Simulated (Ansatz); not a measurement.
**Formation energy and levels of the substitutional impurity N_O in MgO (Fm-3m)**

Aim: at which Fermi levels does N_O in MgO (Fm-3m) change its charge? The model is a cell of 54 host atoms with 1 O taken out and 1 N put in.

Program: Ansatz 0.2.0. Level of theory: place-levels on r2SCAN runs: charge-transition levels and formation energies with image-charge correction and potential alignment at the atomic sites. Results are calculated unless marked as measured.

Experimental background.

For MgO, rocksalt (bulk crystal), “Electronic structure of alkaline earth and post-transition metal oxides” (2009, arxiv:0908.1581) quotes earlier work: band gap (literature experimental gap) 7.83 eV [Literature value based on experiment; other listed experimental values range from 7.7 to …].

Report form: the programs' logs are mostly left out.

## Step 1: Set-up

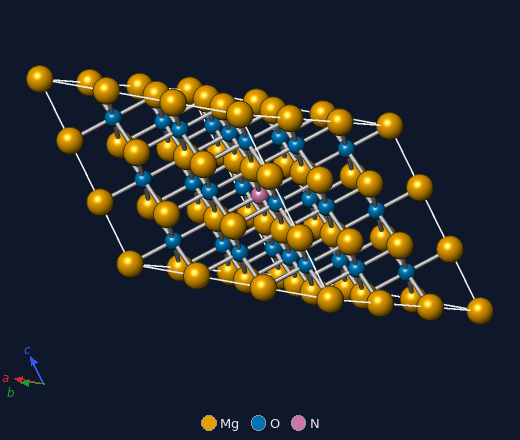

The starting structure, seen from a free direction (magnesium orange, oxygen blue, nitrogen pink). Bonds to atoms that aren't drawn are left out. Some periodic images of atoms are drawn too.

The cell holds 54 atoms: 27 Mg, 26 O and 1 N. Cell: a = 8.919 Å, b = 8.919 Å, c = 8.919 Å, α = 60.0°, β = 60.0°, γ = 60.0°. It derives from MgO (space group Fm-3m). Nearest the centre at fractional (0.500, 0.500, 0.500): N28 at 0.00 Å, Mg47 at 2.10 Å, Mg51 at 2.10 Å, Mg35 at 2.10 Å, Mg45 at 2.10 Å, Mg29 at 2.10 Å, Mg33 at 2.10 Å, O26 at 2.97 Å.

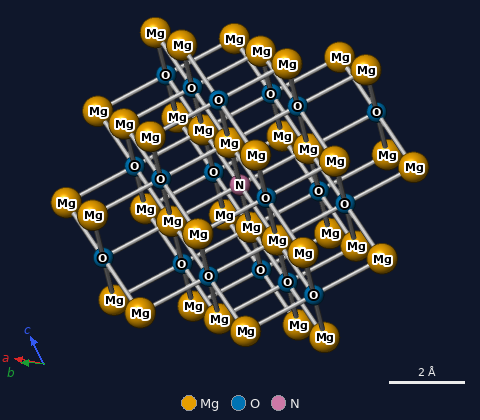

The atoms within 5 Å of the centre.

Coordinates:

```xyz
54
Lattice="0.0000 6.3066 6.3066 6.3066 0.0000 6.3066 6.3066 6.3066 0.0000" Properties=species:S:1:pos:R:3 pbc="T T T"
Mg    0.0000    0.0000    0.0000
O     2.1022    2.1022    2.1022
Mg    2.1022    2.1022    0.0000
O     4.2044    4.2044    2.1022
Mg    4.2044    4.2044    0.0000
O     6.3066    6.3066    2.1022
Mg    2.1022    0.0000    2.1022
O     4.2044    2.1022    4.2044
Mg    4.2044    2.1022    2.1022
O     6.3066    4.2044    4.2044
Mg    6.3066    4.2044    2.1022
O     8.4088    6.3066    4.2044
Mg    4.2044    0.0000    4.2044
O     6.3066    2.1022    6.3066
Mg    6.3066    2.1022    4.2044
O     8.4088    4.2044    6.3066
Mg    8.4088    4.2044    4.2044
O    10.5110    6.3066    6.3066
Mg    0.0000    2.1022    2.1022
O     2.1022    4.2044    4.2044
Mg    2.1022    4.2044    2.1022
O     4.2044    6.3066    4.2044
Mg    4.2044    6.3066    2.1022
O     6.3066    8.4088    4.2044
Mg    2.1022    2.1022    4.2044
O     4.2044    4.2044    6.3066
Mg    4.2044    4.2044    4.2044
N     6.3066    6.3066    6.3066
Mg    6.3066    6.3066    4.2044
O     8.4088    8.4088    6.3066
Mg    4.2044    2.1022    6.3066
O     6.3066    4.2044    8.4088
Mg    6.3066    4.2044    6.3066
O     8.4088    6.3066    8.4088
Mg    8.4088    6.3066    6.3066
O    10.5110    8.4088    8.4088
Mg    0.0000    4.2044    4.2044
O     2.1022    6.3066    6.3066
Mg    2.1022    6.3066    4.2044
O     4.2044    8.4088    6.3066
Mg    4.2044    8.4088    4.2044
O     6.3066   10.5110    6.3066
Mg    2.1022    4.2044    6.3066
O     4.2044    6.3066    8.4088
Mg    4.2044    6.3066    6.3066
O     6.3066    8.4088    8.4088
Mg    6.3066    8.4088    6.3066
O     8.4088   10.5110    8.4088
Mg    4.2044    4.2044    8.4088
O     6.3066    6.3066   10.5110
Mg    6.3066    6.3066    8.4088
O     8.4088    8.4088   10.5110
Mg    8.4088    8.4088    8.4088
O    10.5110   10.5110   10.5110
```

Known beforehand: the electronic dielectric constant, 3.23, and the static one, 10.09, from a response run on this crystal (DFPT, PBEsol) at that run's own cell.

The cell's shortest repeat is 8.9 Å.

## Step 2: What was run first

Levels follow from differences of total energies between charge states, each relaxed by itself.

Each atom starts 0.05 Å or so off its site in a random direction: a symmetric start keeps its symmetry, and would miss off-centre moves and Jahn–Teller distortions. Forces are taken at one point at (¼, ¼, ¼). The cell holds 1 electron more than the neutral one, with a uniform background that keeps it neutral on the whole.

The sampling was tested on the host first: at the k-points planned (1x1x1 shifted 0.25 0.25 0.25) its energy lies 0.020 eV an atom from the dense-mesh value, under the bound of 0.02 eV set for this test; that bounds the host's error, not the defect's.

One of the inputs; charge, spin and start change from state to state.

qm1.relax/input.yaml

```yaml
crystal:
  lattice:
    - [0.0, 2.10219755, 2.10219755]
    - [2.10219755, 0.0, 2.10219755]
    - [2.10219755, 2.10219755, 0.0]
  atoms:
    - { symbol: Mg, position: [0.0, 0.0, 0.0] }
    - { symbol: O, position: [0.5, 0.5, 0.5] }
  supercell: [3, 3, 3]
  defects: [{ substitution: { at: 27, symbol: "N" } }]
total_charge: -1
basis:
  ecutwfc: 500
  xc_grid: 2
hamiltonian:
  xc: r2scan
kpoints:
  mp_grid: { grid: [1, 1, 1], shift: [0.25, 0.25, 0.25] }
scf:
  occupations: { method: fixed }
  max_iter: 100
output:
  forces: true
  charged_corrections: { epsilon: 3.23, static_epsilon: 10.09 }
relax:
  f_tol: 0.02
  max_steps: 80
  random_displacement: { amplitude: 0.05, seed: 7894 }
checkpoint:
  write: "../qm1.relax.run"
  compress: false
  write_wavefunctions: true
  write_every: 100000
```

Run with:

```sh
> ansatz run input.yaml --threads 4 --pin off --max-ram 7536MiB --backend cpu --events-out ev --progress --plain --runs-dir out
```

Defect states can disperse in a cell of this size, so the energy is taken again at a 2×2×2 shifted mesh, on the relaxed structure.

The run of this state that the levels use, under r2SCAN:

qm1.point/input.yaml

```yaml
crystal:
  checkpoint: "../qm1.relax.run"
  host: checkpoint
total_charge: -1
basis:
  ecutwfc: 500
  xc_grid: 2
hamiltonian:
  xc: r2scan
kpoints:
  mp_grid: { grid: [2, 2, 2], shift: [0.5, 0.5, 0.5] }
scf:
  occupations: { method: fermi_dirac, width: 0.01 }
  max_iter: 100
output:
  forces: true
  eigenvalues: true
  charged_corrections:
    epsilon: 3.23
    static_epsilon: 10.09
    defect_position: [0.5, 0.5, 0.5]
  eigenstates: { localisation: true }
  populations: true
  band_densities: [{ bands: [v1, v1] }, { bands: [c1, c1] }]
  write_density: true
  write_potential: true
  volumetric_format: npy
  elf: true
checkpoint:
  read: "../qm1.relax.run"
  write: "../qm1.point.run"
  compress: false
  write_wavefunctions: false
  write_every: 100000
```

Relaxations under r2SCAN at one point at (¼, ¼, ¼); times on 4 threads of Arm Neoverse V1, shared host:

| charge | moment (μB) | occupations | outcome | steps | largest displacement against the far atoms (Å) | time |
| --- | --- | --- | --- | --- | --- | --- |
| −1 | 0 | fixed | converged | 4 | 0.05 | 52 s |
| 0 | 1 | fixed | converged | 12 | 0.06 | 6 min |

Single points under r2SCAN at a 2×2×2 shifted mesh; times on 4 threads of Arm Neoverse V1, shared host:

| charge | moment (μB) | occupations | outcome | time |
| --- | --- | --- | --- | --- |
| −1 | 0 | fermi-dirac | converged | 67 s |
| 0 | 1 | fermi-dirac | converged | 3.7 min |

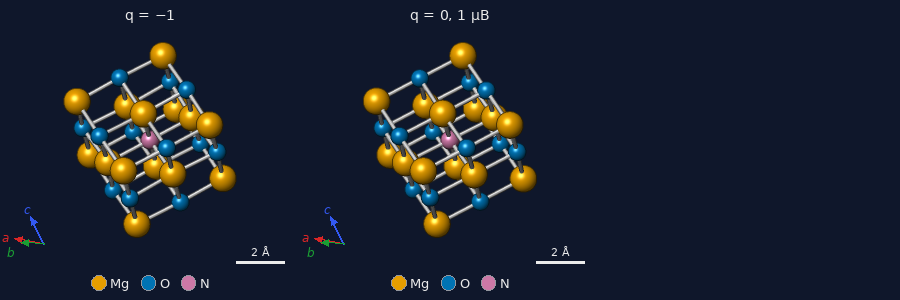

The structures near the centre after relaxation with r2SCAN, by charge.

Distances (Å) from N28 to the nearest atoms after relaxation with r2SCAN:

| charge | moment (μB) | 1. | 2. | 3. | 4. | 5. | 6. |
| --- | --- | --- | --- | --- | --- | --- | --- |
| −1 | 0 | Mg 2.05 | Mg 2.05 | Mg 2.05 | Mg 2.05 | Mg 2.05 | Mg 2.05 |
| 0 | 1 | Mg 2.12 | Mg 2.12 | Mg 2.12 | Mg 2.12 | Mg 2.14 | Mg 2.14 |

## Step 3: Placing the levels, r2SCAN

A charged cell interacts with its images and the background, and its potential has another zero than the host's. place-levels removes the first by a point-charge model, screened by the static dielectric constant since the ions have relaxed around the charge, and the second by comparing potentials at atoms far from the defect.

The host is a run of the defect-free crystal in the same cutoffs, grids and k-points, so that basis and sampling errors cancel in part in the differences. The host is run in a cell of 2 atoms on a matching mesh. Its band edges are searched through the zone by a band path, so the gap is smaller than, or equal to, that on the mesh. Chemical potentials are energies per atom of O (O2 molecule) and N (N2 molecule), run with the same functional and cutoff.

levels.point.yaml

```yaml
host:
  run: host.point.run
states: [qm1.point.run, q0_M1.point.run]
geometry_from:
  qm1.point.run: qm1.relax.run
  q0_M1.point.run: q0_M1.relax.run
chemical_potentials:
  O:
    energy: -565.983079
    dataset: "<sha256 of the dataset>"
  "N":
    energy: -384.812052
    dataset: "<sha256 of the dataset>"
epsilon: 3.23
static_epsilon: 10.09
vertical:
  - { from: qm1.point.run, to: qm1.point_neutral.run }
```

Run with:

```sh
> ansatz place-levels levels.point.yaml -- --threads 4 --pin off --max-ram 7536MiB
```

Wall time 0.24 s (4 threads of Arm Neoverse V1, shared host).

Levels between the charges placed, in eV above the valence top:

|  | gap (eV) | (0/−1) |
| --- | --- | --- |
| r2SCAN | 5.68 | 1.78 |

Corrections by state:

| charge | moment (μB) | image terms and alignment (eV) | band filling (eV) | ε used | over the lowest of its charge, as the program ranks them, band filling apart (eV) |
| --- | --- | --- | --- | --- | --- |
| 0 | 1.0 | 0.000 | - | - | 0.000 |
| −1 | 0.0 | 0.267 | - | 10.09 | 0.000 |

The charged structures listed were also run neutral, and place-levels reads from each pair, by the potential or the spins, how wide the charge is by which they differ; that can be the carrier of either run.

| charge | rms radius (Å) | spread where it is widest against the cell (Å) | wide from (Å) | reading |
| --- | --- | --- | --- | --- |
| −1 | 1.1 | 0.69 | 1.26 | narrow |

The neutral runs of these pairs need not share the spin of the lowest neutral state, and very wide values only mean spread over the cell.

From the program's caveats on the states, each cut to its opening words:

- charge 0 (1 μB), −1: its alignment with the host at atomic sites is doubtful: the cell is too small to show whether the defect's potential has decayed: take a larger one
- charge 0 (1 μB): flagged: stability check not made

The host's formation energy from the elements is -2.971 eV per atom; it sets how far the chemical potentials can move.

Limit set by the element alone; other compounds of these elements are not counted. Chemical potentials from the elements' reference states: Mg 0.00 eV, O -5.94 eV, N 0.00 eV. Formation energy by charge state (Mg-rich; gap 5.68 eV):

| charge | at valence top (eV) | at conduction bottom (eV) | correction included (eV) |
| --- | --- | --- | --- |
| 0 | 0.16 | 0.16 | 0.00 |
| −1 | 1.94 | -3.75 | 0.27 |

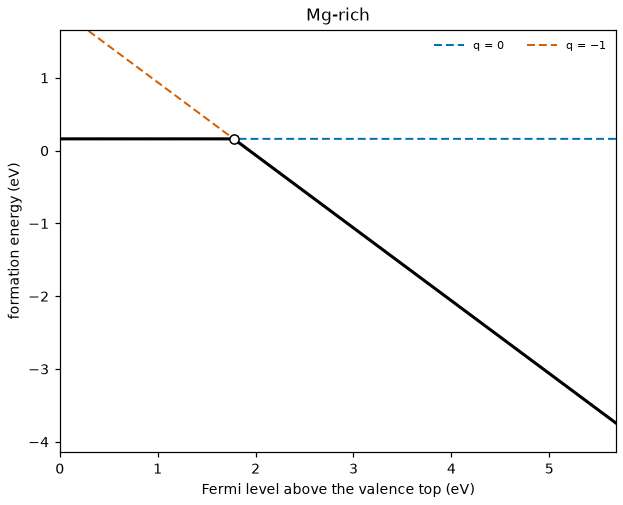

Formation energy against Fermi level; the thick line follows the lowest charge state and circles mark the transition levels.

Limit set by the element alone; other compounds of these elements are not counted. Chemical potentials from the elements' reference states: O 0.00 eV, Mg -5.94 eV, N 0.00 eV. Formation energies (O-rich), with the Fermi level at the valence top and at the conduction bottom (gap 5.68 eV):

| charge | at valence top (eV) | at conduction bottom (eV) | correction included (eV) |
| --- | --- | --- | --- |
| 0 | 6.11 | 6.11 | 0.00 |
| −1 | 7.88 | 2.20 | 0.27 |

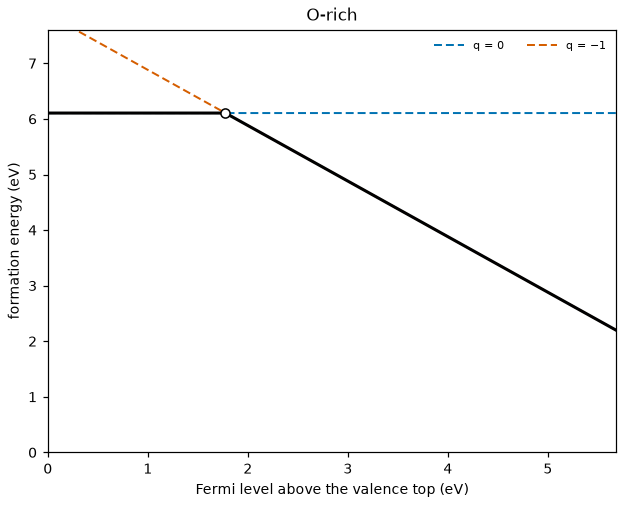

Formation energy against Fermi level; the thick line follows the lowest charge state and circles mark the transition levels.

The charge transition levels (eV, zero at the valence-band top of the host):

|  | conduction bottom | valence top |
| --- | --- | --- |
| N_O | 5.68 | 0.00 |

|  | level | energy (eV) |
| --- | --- | --- |
| N_O | (0/−1) | 1.78 |

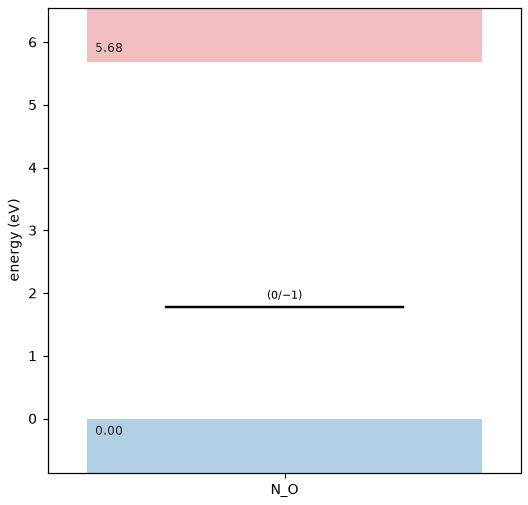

Charge transition levels. Shaded: valence and conduction bands.

## Step 4: Effect of the sampling

The relaxations' own energies give the levels at their sampling, for comparison.

levels.relax_mesh.yaml

```yaml
host:
  run: host.relax.run
states: [qm1.relax.run, q0_M1.relax.run]
chemical_potentials:
  O:
    energy: -565.983079
    dataset: "<sha256 of the dataset>"
  "N":
    energy: -384.812052
    dataset: "<sha256 of the dataset>"
```

Run with:

```sh
> ansatz place-levels levels.relax_mesh.yaml -- --threads 4 --pin off --max-ram 7536MiB
```

Elapsed: 0.1 s, on 4 threads.

Levels between neighbouring charges, in eV above the valence top:

|  | gap (eV) | (0/−1) |
| --- | --- | --- |
| one point at (¼, ¼, ¼) | 5.67 | 1.88 |
| a 2×2×2 shifted mesh | 5.68 | 1.78 |

Going from one point at (¼, ¼, ¼) to a 2×2×2 shifted mesh moves the levels that carry no band-filling term by up to 0.10 eV and formation energies against the elements by up to 0.07 eV.

## Step 5: What a wrong or other choice does

In this try the input is made faulty on purpose, to show what that does.

Another version of the file is tried.

levels.try0.yaml is levels.point.yaml with these lines changed:

```diff
+defect_position:
+  qm1.point.run: [0.0, 0.0, 0.0]
```

Run with:

```sh
> ansatz place-levels levels.try0.yaml -- --threads 4 --pin off --max-ram 7536MiB
```

The change: the charge placed away from the defect.

The command refused this file.

## Step 6: Results

```
gap of the host                                                          : 5.68 eV (r2SCAN)
level (0/minus 1)                                                        : 1.78 eV above the valence top
lowest of the charges placed, just above the valence top (0.02 eV)       : 0
lowest of the charges placed, just below the conduction bottom (0.02 eV) : −1
lowest formation energy at mid-gap of the charges run, Mg-rich           : -0.90 eV
lowest formation energy at mid-gap of the charges run, O-rich            : 5.04 eV
```

What this shows: Of the charges placed (−1 and 0), the lowest changes at 1.78 eV (0/−1) above the valence top, in a gap of 5.68 eV. Charges above 0 and below −1 were not placed, so these runs say nothing of levels that involve them. States placed: 0 at 1 μB; −1 at 0 μB. Other spin states or structures, where not listed, weren't placed. N is taken at its element; compounds, which aren't counted here, bound the chemical potentials and would shift these formation energies. Going from one point at (¼, ¼, ¼) to a 2×2×2 shifted mesh moves the levels that carry no band-filling term by up to 0.10 eV and formation energies against the elements by up to 0.07 eV. The program doubts the alignment of potentials for at least one state, a sign that the cell is small. Limits: the images are only 8.9 Å apart; r2SCAN makes the gap too small and tends to spread out bound carriers; where a gas molecule sets a chemical potential or the host's formation energy, its binding is uncorrected.

Calculation against experiment:

| quantity | measured | r2SCAN |
| --- | --- | --- |
| band gap (least gap of the host) (eV) | 7.83 | 5.68 (-2.15 eV) |

Measured values from arxiv:0908.1581 (2009).

How well it matches: The band gap is off by -2.15 eV: a clear miss. Local and semilocal functionals usually give gaps below the measured ones. Zero-point and thermal motion shift the measured gap.

[Logs are printed without paths, hosts, clocks, repeated set-up lines and the standing remarks that a program may print on its own settings, such as how far it seeks lower states.]

[Hosts, paths, dates, database ids (printed as entryN), source tags and the programs' standing remarks are cut or masked in the printed files.]

[Where a table of states has a column of steps, it counts the stored structures, which are thinned; the runs took as many ionic steps or more.]

[A defect's name tells the site on which it was built; relaxed atoms can leave that site.]

[For some hosts the program warned that the k-mesh of the response run may be too coarse for force constants and the static dielectric constant; such warnings are not shown here.]
